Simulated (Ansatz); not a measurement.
# Geometry relaxation, with input and output: Hg

System: Hg (Im-3m, 1 atom in the cell).
Method: DFT, PBE, PAW with Ansatz's default frozen-core files, scalar-relativistic, no spin polarisation (Ansatz 0.2.0).

The structure was built on a prototype by a generator; it need not be a known phase. It belongs to a series of runs on one base structure; here: cell relaxed at zero pressure. Figures and captions count atoms from 1; the log counts them from 0 in places.

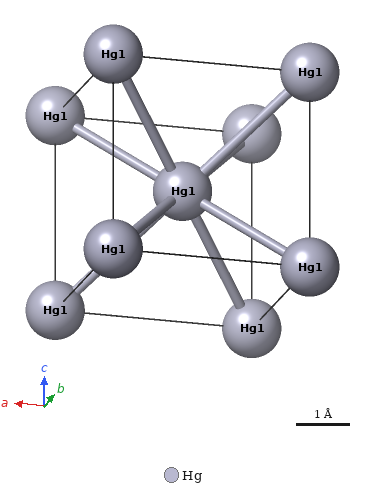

**Figure 1.** The input geometry (ball-and-stick view of the cell 2 times as large as that of the calculation, set on its symmetry axes, seen at an oblique angle; atoms are numbered from 1 in the order of the input). An atom can appear more than once, as a periodic image.

## Input
```yaml
crystal:
  lattice:
    - [-1.9475973037, 1.9475973037, 1.9475973037]
    - [1.9475973037, -1.9475973037, 1.9475973037]
    - [1.9475973037, 1.9475973037, -1.9475973037]
  atoms:
    - { symbol: Hg, position: [0.0, 0.0, 0.0] }
kpoints:
  mp_grid: { grid: [16, 16, 16] }
scf:
  occupations: { method: fermi_dirac, width: 0.05 }
hamiltonian:
  xc: pbe
  pseudopotentials: { kind: paw }
output:
  forces: true
  stress: true
  write_density: true
  write_potential: true
  elf: true
  volumetric_format: npy
relax:
  f_tol: 0.005
  max_steps: 40
  cell: {}
```

Run on 1 thread of Arm Neoverse V1, 24 GiB of memory available, shared host.

Run as:
```bash
ansatz run input.yaml --threads 1 --pin off --max-ram 3584MiB --backend cpu --events-out ev --progress --plain --runs-dir out
```

## Log
```
Engine: ansatz 0.2.0, aarch64-unknown-linux-gnu
Pseudopotentials: kind: paw
Pseudopotential: Hg, paw, valence charge 20, recommended cutoff 420 eV (normal), Hg.paw.azcp
Functional definition: PBE
  parameter kappa = 0.804
  parameter beta = 0.06672455060314922
  exchange = pbe_x(kappa = kappa, mu = beta*pi^2/3)
  correlation = pbe_c(beta = beta)
Crystal: 1 atoms, lattice volume = 29.550 Å³
Basis set: ecut = 420 eV, 603 PW (Γ), exchange–correlation on 48×48×48 points (8 copies of the dense FFT grid, shifted against one another)
Bands: 14, of which v1, the nominal top of the filled ones, is band 10 counted from 1 (9 counted from 0)
Symmetry: 48 space group operations
Space group: Im-3m (ITA 229), of the structure as read, at distance tolerance 3.1e-5 Å
k-points: 145 of 4096
Non-local potential: Hg, projectors of the file, l = 0: 3, l = 1: 2, l = 2: 2, l = 3: 1
PAW form: soft (Blöchl's): semilocal exchange-correlation on the pseudo side does not see the compensation charge
PAW one-centre angular grid: Hg, 590 points (default); XC on 64 Gauss nodes
Initial density: superposition of atomic densities (neutral atoms: chi_scale 0, normalization atom), corrected by the library's trained network
Initial wavefunctions: pseudopotential atomic-orbital guess
Functional: x = pbe(κ = 0.804, μ = 0.2195149727645171), c = pbe(β = 0.06672455060314922)
SCF iter   1: F=—  HF=-13813.454119 eV  |F-HF|=—  |Δ(HF+E_count)|=         —  Δρ=1.09e-3  dr2=4.12e-4  ethr=1.77e-3  ⟨swp⟩=5.7  Hψ=10792  notcnv=0
preconditioner: auto → Kerker (q_TF=auto, 2.556 Å⁻¹)  [metal: Δε(μ)=0.046 eV  Ē_g=13.648 eV  σ=0.050 eV  W_gap=0.22  n_scr=12 (ndim 8)  ℏωp=23.7 eV  f_vac=0.000  D(μ)=0.28/eV (n_scr^D=0)]
SCF iter   2: F=—  HF=-13813.454477 eV  |F-HF|=—  |Δ(HF+E_count)|=   3.58e-4  Δρ=6.89e-4  dr2=1.79e-4  ethr=2.06e-6  ⟨swp⟩=2.1  Hψ=4122  notcnv=0
SCF iter   3: F=—  HF=-13813.454476 eV  |F-HF|=—  |Δ(HF+E_count)|=   4.05e-7  Δρ=1.89e-4  dr2=7.67e-6  ethr=8.97e-7  ⟨swp⟩=2.0  Hψ=2833  notcnv=0
SCF iter   4: F=—  HF=-13813.454479 eV  |F-HF|=—  |Δ(HF+E_count)|=   2.35e-6  Δρ=5.76e-5  dr2=1.31e-6  ethr=3.83e-8  ⟨swp⟩=2.6  Hψ=3227  notcnv=0
iter 5 did not close the SCF: its close was put off for the readings that it lacked (scf_convergence_deferred on its scf_iter line)
SCF iter   5: F=-13813.454479 eV  HF=-13813.454479 eV  |F-HF|=4.12e-8  |Δ(HF+E_count)|=   2.50e-7  Δρ=1.31e-5  dr2=3.97e-8  ethr=6.53e-9  ⟨swp⟩=2.0  Hψ=2899  notcnv=0
SCF iter   6: F=-13813.454479 eV  HF=-13813.454479 eV  |F-HF|=4.19e-9  |Δ(HF+E_count)|=   5.03e-8  Δρ=3.55e-6  dr2=2.62e-9  ethr=1.99e-10  ⟨swp⟩=5.0  Hψ=10638  notcnv=0
SCF 1 converged in 6 iterations: F = -13813.454479 eV  dr2 = 2.62e-9
  greatest PAW one-centre occupation: 1.000 electrons in one spin orbital (limit 2), on the Hg atom at site 0 (counted from 0), in its partial waves of l = 0
relax step   1: F+E_penalty+E_count = -13813.45447914 eV  Δ(F+E_penalty+E_count) = +0.000e0 eV  max|allowed force component| = 0.000e0 eV/Å  Δτ_max = 0.0000 Å  P = +0.005 GPa  Ω = 29.550 Å³  (6 SCF iters, dr2 threshold 1.00e-7 eV, accepted)
Initial density: handed on by an earlier stage of this run
Initial wavefunctions: pseudopotential atomic-orbital guess (no wavefunctions were taken with the density)
iter 1 solved again at ethr=1.42e-9 eV; its pass at ethr=3.10e-3 eV (dr2=2.84e-7 eV) is discarded
SCF iter   1: F=—  HF=-13813.454479 eV  |F-HF|=—  |Δ(HF+E_count)|=         —  Δρ=3.56e-6  dr2=2.62e-9  ethr=1.42e-9  ⟨swp⟩=4.3  Hψ=17802  notcnv=0
preconditioner: auto → Kerker (q_TF=auto, 2.556 Å⁻¹)  [metal: Δε(μ)=0.047 eV  Ē_g=13.636 eV  σ=0.050 eV  W_gap=0.22  n_scr=12 (ndim 8)  ℏωp=23.7 eV  f_vac=0.000  D(μ)=0.28/eV (n_scr^D=0)]
SCF iter   2: F=—  HF=-13813.454479 eV  |F-HF|=—  |Δ(HF+E_count)|=   3.09e-8  Δρ=2.42e-6  dr2=1.27e-9  ethr=1.31e-11  ⟨swp⟩=2.0  Hψ=2540  notcnv=0
SCF iter   3: F=—  HF=-13813.454479 eV  |F-HF|=—  |Δ(HF+E_count)|=   2.26e-9  Δρ=2.93e-7  dr2=2.96e-11  ethr=6.33e-12  ⟨swp⟩=2.0  Hψ=2886  notcnv=0
SCF iter   4: F=-13813.454479 eV  HF=-13813.454479 eV  |F-HF|=3.64e-12  |Δ(HF+E_count)|=  1.09e-11  Δρ=1.28e-7  dr2=5.88e-12  ethr=1.00e-12  ⟨swp⟩=5.4  Hψ=8394  notcnv=0
SCF 2 converged in 4 iterations: F = -13813.454479 eV  dr2 = 5.88e-12
relax step   2: F+E_penalty+E_count = -13813.45447914 eV  Δ(F+E_penalty+E_count) = -5.493e-10 eV  max|allowed force component| = 0.000e0 eV/Å  Δτ_max = 0.0000 Å  P = +0.005 GPa  Ω = 29.550 Å³  stress off target by 5.46e-3 GPa  SCF on the basis re-selected at this cell (its energy is not comparable with the rows above)  (4 SCF iters)
```

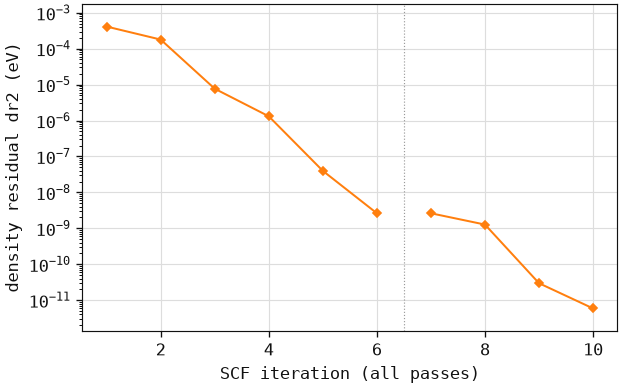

**Figure 2.** Convergence of the self-consistent field: density residual dr2 against the SCF iteration. The dotted lines part the SCF passes of the relaxation: geometry steps, rejected trials and re-solves on a re-selected basis. The passes take 6 and 4 iterations.

```
basis re-selected at this cell: Δ(F+E_penalty+E_count) = -5.493e-10 eV, ΔP = +0.000 GPa vs the last step (what re-selecting the basis moved, of the pressure what is left beyond the Pulay correction that the steps carried, after the strain that the cell walked since its last selection, with what the two solves' SCF thresholds leave and, on support functions, any second-order correction that the steps lacked; it is no measure of the basis error at this ecutwfc). This SCF's stress stands 5.46e-3 GPa from its target on what of the cell is left free (relax.cell.stress_tol is 5.00e-2 GPa) and its largest allowed force component is 0.00e0 eV/Å (relax.f_tol is 5.00e-3 eV/Å): within both
SCF converged after 4 iterations
Free energy (F): -13813.454479 eV
Harris-Foulkes:  -13813.454479 eV  (|F-HF|=3.64e-12)
Internal energy: -13813.452304 eV  (E = F + TS)
E sigma→0 (E₀):  -13813.453392 eV
Entropy (-TS):   -0.002175 eV (-2.175 meV/atom)
Fermi energy:    10.792932 eV
--- Per-component energies (eV) ---
  E_band       = -456.238281
  E_kinetic    = 604.679223
  E_local      = -2841.215918  (includes V_loc(G=0)·N_el)
  E_nonlocal   = 72.765954
  E_hartree    = 1206.958703
  E_xc         = -220.282919
  E_vxc        = -261.960703  (∫ρ·V_xc dr)
  E_paw        = -9945.675165  (= ΣΔE_a)
  E_vpaw       = -444.425038  (= ΣTr[D̂ρ^β])
  E_aug_tail   = 0.000917  (compensation charges beyond the density's cutoff)
  E_ewald      = -2690.683099
  E_smearing   = -0.002175  (= −TS)
  E_closure    = 0.000000  (closes the sum)
  Σ components = -13813.454479   (vs F -13813.454479, Δ=0.00e0)
--- Forces (eV/Å), atoms counted from 1 ---
  atom   1  Hg     0.00000000    -0.00000000     0.00000000
  max |Σ_I F_I| component: 9.53e-31 eV/Å
--- Stress (GPa, compression-positive) ---
        0.005465      -0.000000       0.000000
       -0.000000       0.005465       0.000000
       -0.000000       0.000000       0.005465
  P = ⅓ Tr σ = 0.0055 GPa (0.055 kbar)
--- Band table (eV; the first three rows and the last of 145) ---
  k-point 0: bands = ["-103.4410", "-51.8822", "-51.8822", "-51.8822", "3.4636", "4.3682", "4.3682", "4.3682", "4.9416", "4.9416", "24.2822", "24.2822", "24.2822", "24.8001"]
  k-point 1: bands = ["-103.4409", "-51.8827", "-51.8824", "-51.8822", "3.5505", "4.3572", "4.3748", "4.4014", "4.9299", "4.9419", "23.2608", "23.9390", "23.9927", "24.5956"]
  k-point 2: bands = ["-103.4409", "-51.8841", "-51.8830", "-51.8822", "3.7889", "4.3260", "4.4122", "4.4972", "4.9019", "4.9430", "21.2354", "23.1202", "23.2383", "24.2980"]
  k-point 144: bands = ["-103.4403", "-51.8931", "-51.8931", "-51.8931", "3.9582", "3.9582", "5.2548", "5.2548", "5.2548", "12.5589", "14.5722", "14.5722", "14.5722", "19.8619"]
--- Relaxed structure (1 steps of the walk, 1 accepted, 1 SCFs on fresh bases) ---
  F+E_penalty+E_count = -13813.45447914 eV   max|allowed force component| = 0.000e0 eV/Å   (the final SCF, on the basis selected at the relaxed cell)
  cell:  # Å, volume = 29.5500 Å³
    - [-1.9475973037, 1.9475973037, 1.9475973037]
    - [1.9475973037, -1.9475973037, 1.9475973037]
    - [1.9475973037, 1.9475973037, -1.9475973037]
  atoms:
    - { symbol: Hg, position: [0.0, 0.0, 0.0] }
```

## File rho_z.tsv
```
# z_ang	rho[e/angstrom^3]
# format = ansatz-planar-average/11
# lattice	-1.947597304	1.947597304	1.947597304
# lattice	1.947597304	-1.947597304	1.947597304
# lattice	1.947597304	1.947597304	-1.947597304
# sites	1
# site	80	0.000000000	0.000000000	0.000000000
0.000000	1.718169e0
0.140556	1.651782e0
0.281111	1.469486e0
0.421667	1.212792e0
0.562223	9.304414e-1
0.702779	6.652376e-1
0.843334	4.473332e-1
0.983890	2.920239e-1
1.124446	1.969462e-1
1.265002	1.434359e-1
1.405557	1.122440e-1
1.546113	9.564187e-2
1.686669	9.075646e-2
1.827224	9.564187e-2
1.967780	1.122440e-1
2.108336	1.434359e-1
2.248892	1.969462e-1
2.389447	2.920239e-1
2.530003	4.473332e-1
2.670559	6.652376e-1
2.811115	9.304414e-1
2.951670	1.212792e0
3.092226	1.469486e0
3.232782	1.651782e0
```

## Trajectory as extended XYZ (Å, eV, eV/Å), 2 frames, from step=1 to step=2
```
1
Lattice="-1.9476 1.9476 1.9476 1.9476 -1.9476 1.9476 1.9476 1.9476 -1.9476" Properties=species:S:1:pos:R:3:forces:R:3 step=1 energy=-13813.45448 pressure_GPa=0.01
Hg    0.0000    0.0000    0.0000    0.0000   0.0000   0.0000
1
Lattice="-1.9476 1.9476 1.9476 1.9476 -1.9476 1.9476 1.9476 1.9476 -1.9476" Properties=species:S:1:pos:R:3:forces:R:3 step=2 energy=-13813.45448 pressure_GPa=0.01
Hg    0.0000    0.0000    0.0000    0.0000   0.0000   0.0000
```

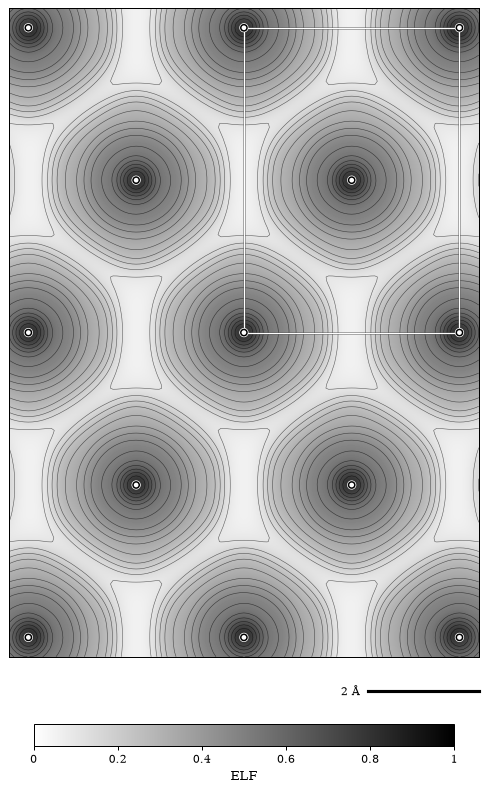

**Figure 3.** ELF on the (101̄) plane of the conventional cell. Circles mark the nuclei in the plane (Hg). Atoms in the plane: Hg. The strong features right at Hg lie inside the PAW spheres (semicore, d or f shells) and say nothing about bonding. Core electrons are frozen (PAW), so the fields are smoothed inside the atomic spheres.

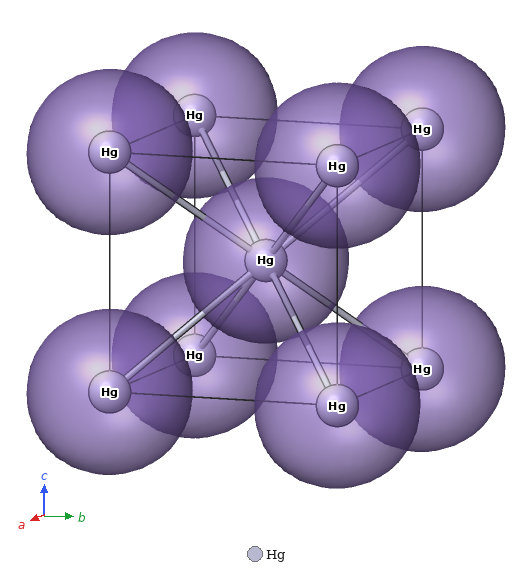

**Figure 4.** Isosurface of the valence electron density at 0.2 e/Å³ (purple), seen slightly off an axis. Sticks mark near contacts. The outline is the cell set on symmetry axes. At this value the density breaks into separate islands; it holds about 90 % of the electrons treated as valence (semicore included). It is pinched off along the Hg–Hg (3.37 Å) contacts. On the grid the lowest density along these lines, outside the cores, is 0.11 e/Å³ (Hg–Hg, 3.37 Å).

## Key numbers

| quantity | value |
| --- | --- |
| outcome | converged |
| space group (tolerance 0.01 Å) | Im-3m (229) |
| electrons treated | 20 |
| free energy | −13813.4545 eV |
| Fermi energy | 10.793 eV |
| pressure | 0.01 GPa |
| final volume | 29.55 Å³ |
| largest force (length of the vector) at the end | under 0.001 eV/Å |
| final cell | a = 3.373 Å, b = 3.373 Å, c = 3.373 Å, α = 109.47°, β = 109.47°, γ = 109.47° |
| wall time | 5.9 s |
| peak memory | 0.34 GiB |

Spin–orbit coupling is left out, which matters for Hg.
